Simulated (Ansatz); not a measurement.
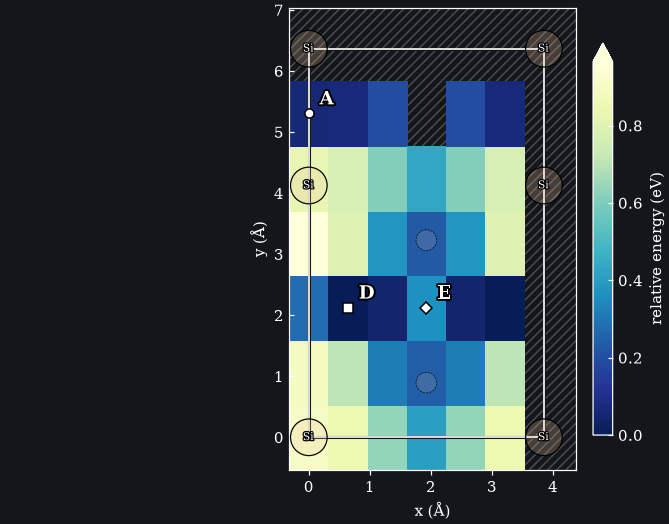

Si on a Si(100) slab cut from the P6_3/mmc phase, its upper half relaxed before the scan (16 atoms of substrate and one adsorbate in a 2 × 1 cell). Si is moved over the surface cell; relaxed at each place: the height of the adsorbate's atoms; substrate rigid; the origin of the map has the adsorbate above Si13. Places are given modulo a cell vector. The map is drawn in real space over the plane of the surface. The grid has 6 × 6 points; 23 points were computed and 12 follow by symmetry. At 1 point there is no value. Places are given in fractions of the 1 × 1 surface cell. Energies: eV, counted from the lowest grid point. The magnetic moment jumps between some neighbouring points. All numbers below come from DFT PBE, scalar-relativistic, plane waves, PAW in Ansatz. Settings: cutoff 420 eV, k-mesh 4×4×1, gaussian smearing 0.05 eV, spin-polarised.

The picture shows one coloured cell a grid point, labelled circles for the atoms of the top layer and small ones for the second layer, the outline of one cell of the plane, one colour for all values above the top of the scale, hatched blanks where no value was computed, lettered points.

Is D the lowest point of the computed grid?

Yes. D, at (1/6, 2/6) of the cell vectors [nearest 1 Si at 2.50 Å], has the lowest energy of the grid.

Rank the lettered points by energy, lowest first.

D (0.00 eV), A (0.06 eV), E (0.37 eV).

PAW datasets: the set soft_1.
